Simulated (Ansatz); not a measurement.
## How many bands does the GW gap of Ga2S3 (Imm2) need?

How do accuracy and time trade against each other in G0W0 on Ga2S3 (Imm2)?

Main program and level: Ansatz 0.2.0; G0W0 on LDA, plane waves, PAW; PAW set soft_1.

## (1) The structure

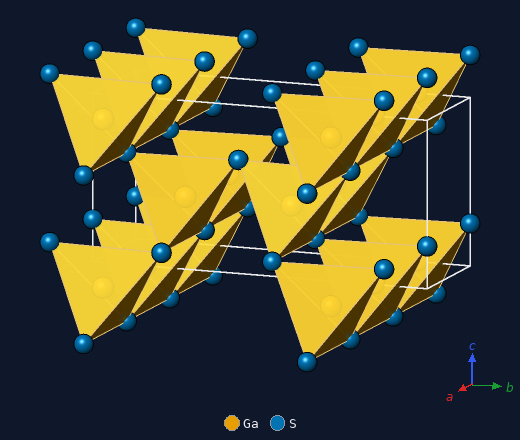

Start, viewed slightly off an axis; gallium orange, sulfur blue. 2×1×1 cells are drawn. This picture shows the conventional cell, with its axes. Some periodic images of atoms are drawn too.

The cell and positions are those that the Materials Project relaxed with its own functionals (PBE, PBE+U or r2SCAN), kept fixed.

## (2) 142 empty bands, screening to 69 eV

G0W0 replaces the xc potential by the self-energy, built once from these orbitals. Only a window of levels is corrected, while the sums run over the empty bands that the input names. This step takes PAW set soft_1 files.

Contents of input.yaml:

```yaml
crystal:
  lattice:
    - [-1.83633776, 5.57061928, 2.67305246]
    - [1.83633776, -5.57061928, 2.67305246]
    - [1.83633776, 5.57061928, -2.67305246]
  atoms:
    - { symbol: Ga, position: [0.16642079, 0.00736566, 0.15905513] }
    - { symbol: Ga, position: [0.84831053, 0.00736566, 0.84094487] }
    - { symbol: S, position: [0.90747666, 0.24172383, 0.66575283] }
    - { symbol: S, position: [0.575971, 0.24172383, 0.33424717] }
    - { symbol: S, position: [0.25182003, 0.25182003, 0.0] }
kpoints:
  mp_grid: { grid: [6, 6, 6] }
hamiltonian:
  xc: lda
  pseudopotentials: { kind: paw, azcp: { folder: soft_1 }, xc_functional: pbe }
scf:
  occupations: { method: fixed }
gw:
  n_empty_bands: 142
  ecut_chi: 69
  qp_bands: [v2, c2]
  qp_kpoints: band_edges
  screening: { model: contour_deformation }
```

Run with:

```console
$ ansatz run input.yaml --threads 2 --pin off --max-ram 73728MiB --backend cuda --events-out ev --progress --plain --runs-dir out --devices 1 --max-vram 13GiB
```

Numbers of over 12 decimals in the logs are rounded to 6 here.

The log of the run:

```text
GPUs: using 1 of 1 available (devices: 1).
Engine: ansatz 0.2.0, x86_64-unknown-linux-gnu
Pseudopotentials: kind: paw
Pseudopotential: Ga, paw, valence charge 13, recommended cutoff 420 eV (normal), soft_1/Ga.paw.azcp
Pseudopotential: S, paw, valence charge 6, recommended cutoff 420 eV (normal), soft_1/S.paw.azcp
Functional definition: SPW92
  exchange = slater_x
  correlation = pw_c
device memory: the entry about to start is reckoned to put 2.4 GiB on a device that reports 44.2 GiB free (of which the cap on the GPU budget leaves the run 13.0 GiB)
GPU FFT provider: cuFFT
GPU libraries: cuBLAS 13.8.2, cuFFT 12.4.0, cuSOLVER 12.3.4
Crystal: 5 atoms, lattice volume = 109.376 Å³
Basis set: ecut = 420 eV, 2133 PW (Γ)
Bands: 27, of which v1, the nominal top of the filled ones, is band 22 counted from 1 (21 counted from 0)
Symmetry: 4 space group operations
Space group: Imm2 (ITA 44), of the structure as read, at distance tolerance 4.8e-5 Å
k-points: 46 of 216 (time reversal used)
Non-local potential: Ga, projectors of the file, l = 0: 2, l = 1: 2, l = 2: 3, l = 3: 1
Non-local potential: S, projectors of the file, l = 0: 2, l = 1: 2, l = 2: 1
PAW form: soft (Blöchl's): semilocal exchange-correlation on the pseudo side does not see the compensation charge
PAW frozen core: Ga, regenerated for the run's functional, and the local potential with it (the file was generated under x = pbe(κ = 0.804, μ = 0.219515), c = pbe(β = 0.066725))
PAW frozen core: S, regenerated for the run's functional, and the local potential with it (the file was generated under x = pbe(κ = 0.804, μ = 0.219515), c = pbe(β = 0.066725))
PAW one-centre angular grid: Ga, 590 points (default); XC on 64 Gauss nodes
PAW one-centre angular grid: S, 110 points (default); XC on 64 Gauss nodes
Initial density: superposition of atomic densities (chi_scale 0.1, normalization cell, long waves kept (reshape's long-wave potential 0.05 eV rms))
Initial wavefunctions: pseudopotential atomic-orbital guess
GPU buffer pool allocated for 91125 grid points (all kernels)
GPU transforms: local potential and band sums: pruned to the plane-wave sphere, on 45×45×45
Functional: x = slater, c = lda
SCF iter   1: F=—  HF=-10026.432185 eV  |F-HF|=—  |Δ(HF+E_count)|=         —  Δρ=4.81e-2  dr2=1.66e0  ethr=3.10e-3  ⟨swp⟩=5.0  Hψ=5015  notcnv=0  defer=129
preconditioner: auto → Resta (q_TF=auto, 2.344 Å⁻¹)  ε∞=3.7  [insulator: Δε(μ)=1.680 eV  Ē_g=14.267 eV  n_scr=20 (ndim 8)  ℏωp=23.6 eV  f_vac=0.000  ε∞_Penn≈3.7]
SCF iter   2: F=—  HF=-10026.010897 eV  |F-HF|=—  |Δ(HF+E_count)|=   4.21e-1  Δρ=2.23e-2  dr2=3.99e-1  ethr=3.10e-3  ⟨swp⟩=3.0  Hψ=2673  notcnv=0  defer=132
SCF iter   3: F=—  HF=-10025.870787 eV  |F-HF|=—  |Δ(HF+E_count)|=   1.40e-1  Δρ=6.01e-3  dr2=3.22e-2  ethr=9.06e-4  ⟨swp⟩=2.3  Hψ=2297  notcnv=0  defer=137
SCF iter   4: F=—  HF=-10025.846752 eV  |F-HF|=—  |Δ(HF+E_count)|=   2.40e-2  Δρ=1.97e-3  dr2=4.29e-3  ethr=7.33e-5  ⟨swp⟩=2.9  Hψ=2357  notcnv=0  defer=138
SCF iter   5: F=—  HF=-10025.847336 eV  |F-HF|=—  |Δ(HF+E_count)|=   5.84e-4  Δρ=7.13e-4  dr2=6.64e-4  ethr=9.75e-6  ⟨swp⟩=2.1  Hψ=2304  notcnv=0  defer=138
SCF iter   6: F=—  HF=-10025.847359 eV  |F-HF|=—  |Δ(HF+E_count)|=   2.32e-5  Δρ=1.57e-4  dr2=4.15e-5  ethr=1.51e-6  ⟨swp⟩=2.5  Hψ=1947  notcnv=0  defer=138
SCF iter   7: F=—  HF=-10025.847367 eV  |F-HF|=—  |Δ(HF+E_count)|=   8.04e-6  Δρ=6.09e-5  dr2=4.93e-6  ethr=9.43e-8  ⟨swp⟩=2.8  Hψ=2278  notcnv=0  defer=124
SCF iter   8: F=—  HF=-10025.847366 eV  |F-HF|=—  |Δ(HF+E_count)|=   5.05e-7  Δρ=1.78e-5  dr2=4.79e-7  ethr=1.12e-8  ⟨swp⟩=2.1  Hψ=1673  notcnv=0  defer=124
SCF iter   9: F=-10025.847367 eV  HF=-10025.847367 eV  |F-HF|=2.15e-8  |Δ(HF+E_count)|=   1.41e-7  Δρ=5.29e-6  dr2=4.46e-8  ethr=2.27e-10  ⟨swp⟩=11.2  Hψ=6053  notcnv=0
SCF 1 converged in 9 iterations: F = -10025.847367 eV  dr2 = 4.46e-8
  greatest PAW one-centre occupation: 0.995 electrons in one spin orbital (limit 2), on the Ga atom at site 1 (counted from 0), in its partial waves of l = 2
device memory: the entry about to start is reckoned to put 2.7 GiB (of the 2.9 GiB reckoned in all, the device holds 0.2 GiB already) on a device that reports 44.0 GiB free (of which the cap on the GPU budget leaves the run 12.8 GiB)
NSCF: frozen V_eff on 46 k-points, pencils in batches of 32, up to order 108
the band table was solved once the SCF had ended and its energy, with any forces and stress, was formed, with the checks that follow a solve (5709 applications of the Hamiltonian). They found nothing against the state; the energy, forces and stress were not computed again (output.eigenvalues in the input reference)
device memory: the entry about to start is reckoned to put 3.0 GiB on a device that reports 44.2 GiB free (of which the cap on the GPU budget leaves the run 13.0 GiB)
NSCF: frozen V_eff on 46 k-points
G₀W₀ screening: q 1/46
[... further progress lines ...]
device memory: the entry about to start is reckoned to put 0.7 GiB on a device that reports 36.7 GiB free (of which the cap on the GPU budget leaves the run 13.0 GiB)
NSCF: frozen V_eff on 1 k-points
device memory: the entry about to start is reckoned to put 0.7 GiB on a device that reports 36.7 GiB free (of which the cap on the GPU budget leaves the run 13.0 GiB)
NSCF: frozen V_eff on 1 k-points
device memory: the entry about to start is reckoned to put 0.7 GiB on a device that reports 36.7 GiB free (of which the cap on the GPU budget leaves the run 13.0 GiB)
NSCF: frozen V_eff on 1 k-points
device memory: the entry about to start is reckoned to put 0.7 GiB on a device that reports 36.7 GiB free (of which the cap on the GPU budget leaves the run 13.0 GiB)
NSCF: frozen V_eff on 1 k-points
SCF converged after 9 iterations
Free energy (F): -10025.847367 eV
Harris-Foulkes:  -10025.847367 eV  (|F-HF|=2.15e-8)
Internal energy: -10025.847367 eV  (E = F + TS)
E sigma→0 (E₀):  -10025.847367 eV
Fermi energy:    5.506787 eV
--- Per-component energies (eV) ---
  E_band       = -200.839240
  E_kinetic    = 540.378037
  E_local      = -4060.125058  (includes V_loc(G=0)·N_el)
  E_nonlocal   = -73.031817
  E_hartree    = 2304.748470
  E_xc         = -388.821872
  E_vxc        = -359.334572  (∫ρ·V_xc dr)
  E_paw        = -5565.943343  (= ΣΔE_a)
  E_vpaw       = -858.221327  (= ΣTr[D̂ρ^β])
  E_aug_tail   = -0.000422  (compensation charges beyond the density's cutoff)
  E_ewald      = -2786.967918
  E_core_change = 3.916556  (= ΣΔE_core)
  E_smearing   = -0.000000  (= −TS)
  E_closure    = 0.000000  (closes the sum)
  Σ components = -10025.847367   (vs F -10025.847367, Δ=0.00e0)
--- Band table (eV; the first three rows and the last of 46) ---
  k-point 0: bands = [... 18 lower, 3.2834, 4.4167, 4.4946, 5.3756, 6.7569, 7.9372, 9.4774, 10.5184, ... 1 higher]
  k-point 1: bands = [... 18 lower, 2.5868, 4.0747, 4.2090, 4.6876, 7.7828, 9.1379, 9.7913, 10.2383, ... 1 higher]
  k-point 2: bands = [... 18 lower, 2.7522, 3.2439, 3.5335, 4.0501, 8.2061, 8.4927, 8.9687, 9.5501, ... 1 higher]
  k-point 45: bands = [... 18 lower, 3.2682, 3.4745, 3.5472, 5.5068, 7.5065, 7.7469, 7.8101, 10.2441, ... 1 higher]
--- G₀W₀: contour deformation, 6 samples at zero and on the imaginary axis and 1 off it, 216 q-points, 142 empty bands' worth ---
  eigenvalues of the whole cell's RPA ε∞ on this k-mesh (on a slab, of 1 + 4πα/V) = 5.7916, 6.0761, 6.3904; static W/v taken at q = 0 is 0.162755
  gw.qp_kpoints: band_edges: 21 of 46 stored k-points solved, in 1 pass; an edge of the gap read off the rows below is read off those points alone
    valence top: of the k-points left out ik 43 came nearest to being solved in a further pass, in band 22 (counted from 1, as in the quasiparticle table): it holds the edge there only if its correction is more favourable than any solved in that band by at least 0.576 eV; those differ by 0.085 eV
    conduction bottom: of the k-points left out ik 4 came nearest to being solved in a further pass, in band 23 (counted from 1, as in the quasiparticle table): it holds the edge there only if its correction is more favourable than any solved in that band by at least 0.667 eV; those differ by 0.466 eV
    ik  band        ε_KS         Σx   Σc(E_QP)       V_xc       Z   E_QP_lin       E_QP  E_QP is
     0    21      4.4946   -19.0267     2.1482   -16.5484  0.7584     4.1629     4.1645  root
     0    22      5.3756   -18.6119     2.4646   -15.7434  0.7485     4.9689     4.9717  root
     0    23      6.7569   -10.3433    -3.4887   -14.8070  0.7893     7.7435     7.7319  root
     0    24      7.9372    -8.2745    -4.0023   -13.1728  0.7898     8.8455     8.8331  root
     3    21      3.3906   -17.9680     2.7107   -14.8275  0.7426     2.9571     2.9608  root
     3    22      3.6318   -17.5878     2.7675   -14.3570  0.7328     3.1628     3.1686  root
     3    23      7.7265    -6.7529    -3.6675   -11.0619  0.8018     8.3732     8.3680  root
     3    24      7.8377    -9.0993    -3.7730   -13.8682  0.7855     8.8485     8.8335  root
     9    21      4.3099   -18.9741     2.2255   -16.4062  0.7581     3.9658     3.9675  root
     9    22      5.3244   -18.5096     2.5007   -15.5959  0.7474     4.9084     4.9114  root
     9    23      7.2902   -10.9316    -3.5062   -15.4221  0.7821     8.2875     8.2745  root
     9    24      7.9355    -8.5652    -3.9926   -13.4836  0.7881     8.8745     8.8611  root
    10    21      4.0000   -18.6478     2.4416   -15.8234  0.7532     3.6148     3.6171  root
    10    22      4.4249   -18.3279     2.5806   -15.3086  0.7442     3.9823     3.9862  root
    10    23      7.6489    -9.7426    -3.7505   -14.5282  0.7851     8.6997     8.6840  root
    10    24      8.1211    -8.5108    -3.8786   -13.3207  0.7877     9.0658     9.0524  root
    11    21      3.7841   -18.2615     2.5427   -15.3057  0.7474     3.3678     3.3710  root
    11    22      3.9808   -18.0351     2.6674   -14.9104  0.7397     3.5187     3.5235  root
    11    23      7.8681   -10.0476    -3.7567   -14.8421  0.7815     8.9224     8.9059  root
    11    24      8.1800    -9.0420    -3.8825   -13.8815  0.7833     9.1516     9.1369  root
    13    21      4.0031   -18.5447     2.3927   -15.7806  0.7513     3.6293     3.6317  root
    13    22      4.8473   -18.2020     2.5666   -15.1974  0.7445     4.4056     4.4093  root
    13    23      8.1653   -10.6846    -3.9225   -15.7146  0.7744     9.2945     9.2728  root
    13    24      8.4616   -10.0000    -4.0522   -15.1409  0.7751     9.5723     9.5504  root
[...]
44    21      3.5421   -18.0107     2.6185   -14.9708  0.7461     3.1173     3.1207  root
    44    22      4.0543   -17.8077     2.8083   -14.5185  0.7333     3.5673     3.5734  root
    44    23      7.6639    -8.7002    -3.7382   -13.4092  0.7900     8.6482     8.6347  root
    44    24      8.1208    -8.8359    -3.8756   -13.6996  0.7871     9.1241     9.1088  root
    45    21      3.5472   -19.1457     2.2077   -16.6282  0.7620     3.2361     3.2374  root
    45    22      5.5068   -18.7659     2.5098   -15.8492  0.7484     5.0971     5.0999  root
    45    23      7.5065    -7.3513    -3.8023   -11.9036  0.7985     8.2640     8.2565  root
    45    24      7.7469   -10.6517    -3.9023   -15.6561  0.7775     8.8692     8.8492  root
```

The job ended after 94 s (1 × NVIDIA H100 80GB HBM3 (shared by 6 runs) with 2 threads of AMD EPYC 7R13 (Zen 3), shared host; peak memory 1.5 GiB).

In the SCF lines HF is the Harris–Foulkes energy and dr2 the Hartree energy of the density residual, in eV; the loop may stop once dr2 is under the threshold and the program's other checks hold. Hψ counts applications of the Hamiltonian.

Numbers from this step:

```
bands summed                                 : 164
RPA ε∞ on this mesh (eigenvalues)            : 5.792, 6.076, 6.390
plane waves in the screening matrix          : 151
q-points in the mesh                         : 216
G0W0 gap on the mesh                         : 2.632 eV
k of the valence top                         : -0.5, -0.5, -0.5
k of the conduction bottom                   : 0, 0, 0
starting gap on the mesh                     : 1.250 eV
Z at the valence top                         : 0.7484
Z at the conduction bottom                   : 0.7893
least direct G0W0 gap on the computed points : 2.760 eV
```

The gap on the mesh goes from 1.25 eV to 2.63 eV, a correction of +1.38 eV. Between the two edge states, bare exchange in place of the xc potential would open the gap by 7.38 eV, and correlation takes back 6.00 eV.

## (3) 402 empty bands, screening to 138 eV

Another rung: the empty bands reach about as high as the screening cutoff, so the two stay in balance.

input.yaml: that of step 2 with these lines changed.

```diff
@@ -19,4 +19,4 @@
 gw:
-  n_empty_bands: 142
-  ecut_chi: 69
+  n_empty_bands: 402
+  ecut_chi: 138
   qp_bands: [v2, c2]
```

The log of the run:

```text
GPUs: using 1 of 1 available (devices: 1).
[...]
GPU FFT provider: cuFFT
GPU libraries: cuBLAS 13.8.2, cuFFT 12.4.0, cuSOLVER 12.3.4
Crystal: 5 atoms, lattice volume = 109.376 Å³
Basis set: ecut = 420 eV, 2133 PW (Γ)
Bands: 27, of which v1, the nominal top of the filled ones, is band 22 counted from 1 (21 counted from 0)
Symmetry: 4 space group operations
[...]
k-points: 46 of 216 (time reversal used)
[...]
GPU buffer pool allocated for 91125 grid points (all kernels)
[...]
SCF iter   1: F=—  HF=-10026.432185 eV  |F-HF|=—  |Δ(HF+E_count)|=         —  Δρ=4.81e-2  dr2=1.66e0  ethr=3.10e-3  ⟨swp⟩=5.0  Hψ=5015  notcnv=0  defer=129
[...]
SCF iter   9: F=-10025.847367 eV  HF=-10025.847367 eV  |F-HF|=2.15e-8  |Δ(HF+E_count)|=   1.41e-7  Δρ=5.29e-6  dr2=4.46e-8  ethr=2.27e-10  ⟨swp⟩=11.2  Hψ=6053  notcnv=0
SCF 1 converged in 9 iterations: F = -10025.847367 eV  dr2 = 4.46e-8
[...]
NSCF: frozen V_eff on 46 k-points, pencils in batches of 32, up to order 108
[...]
NSCF: frozen V_eff on 46 k-points
G₀W₀ screening: q 1/46
[... further progress lines ...]
[...]
SCF converged after 9 iterations
Free energy (F): -10025.847367 eV
[...]
Internal energy: -10025.847367 eV  (E = F + TS)
E sigma→0 (E₀):  -10025.847367 eV
Fermi energy:    5.506787 eV
[...]
--- Band table (eV; the first three rows and the last of 46) ---
  k-point 0: bands = [... 18 lower, 3.2834, 4.4167, 4.4946, 5.3756, 6.7569, 7.9372, 9.4774, 10.5184, ... 1 higher]
  k-point 1: bands = [... 18 lower, 2.5868, 4.0747, 4.2090, 4.6876, 7.7828, 9.1379, 9.7913, 10.2383, ... 1 higher]
  k-point 2: bands = [... 18 lower, 2.7522, 3.2439, 3.5335, 4.0501, 8.2061, 8.4927, 8.9687, 9.5501, ... 1 higher]
  k-point 45: bands = [... 18 lower, 3.2682, 3.4745, 3.5472, 5.5068, 7.5065, 7.7469, 7.8101, 10.2441, ... 1 higher]
[...]
0    21      4.4946   -19.0267     1.8185   -16.5484  0.7539     3.8282     3.8348  root
     0    22      5.3756   -18.6119     2.1429   -15.7434  0.7441     4.6403     4.6500  root
     0    23      6.7569   -10.3433    -3.8002   -14.8070  0.7865     7.4252     7.4204  root
     0    24      7.9372    -8.2745    -4.2339   -13.1728  0.7883     8.6079     8.6016  root
     3    21      3.3906   -17.9680     2.4137   -14.8275  0.7390     2.6527     2.6639  root
     3    22      3.6318   -17.5878     2.5001   -14.3570  0.7289     2.8846     2.9011  root
     3    23      7.7265    -6.7529    -3.8256   -11.0619  0.8009     8.2127     8.2098  root
     3    24      7.8377    -9.0993    -4.0466   -13.8682  0.7833     8.5670     8.5599  root
[...]
45    21      3.5472   -19.1457     1.8823   -16.6282  0.7579     2.9061     2.9121  root
    45    22      5.5068   -18.7659     2.1806   -15.8492  0.7438     4.7609     4.7707  root
    45    23      7.5065    -7.3513    -3.9913   -11.9036  0.7975     8.0715     8.0675  root
    45    24      7.7469   -10.6517    -4.2389   -15.6561  0.7747     8.5209     8.5124  root
```

The job ended after 3.3 min (1 × NVIDIA H100 80GB HBM3 (shared by 6 runs) with 2 threads; peak memory 3 GiB).

Numbers from this step:

- bands summed: 424
- RPA ε∞ on this mesh (eigenvalues): 5.778, 6.063, 6.363
- plane waves in the screening matrix: 409
- q-points in the mesh: 216
- G0W0 gap on the mesh: 2.650 eV
- k of the valence top: -0.5, -0.5, -0.5
- k of the conduction bottom: 0, 0, 0
- starting gap on the mesh: 1.250 eV
- Z at the valence top: 0.7438
- Z at the conduction bottom: 0.7865
- least direct G0W0 gap on the computed points: 2.770 eV

Against the run with 6×6×6 mesh, 142 empty bands, screening to 69 eV, PAW set soft_1 files, the gap moves by +0.018 eV.

(Part 1 of 2 ends here.)

[Paths, hosts, dates, memory and timing lines, banners, echoed tables and standing remarks are left out of the program output.]

[Logs are printed without paths, hosts, clocks, repeated set-up lines and the standing remarks that a program may print on its own settings, such as how far it seeks lower states.]

[Runs of the session that timed out or met a known fault of the program may be left out.]

[Cells called generated may have been cut or substituted from an entry of the Crystallography Open Database or the Materials Project.]

[Hosts, paths, dates, database ids (printed as entryN), source tags and the programs' standing remarks are cut or masked in the printed files.]
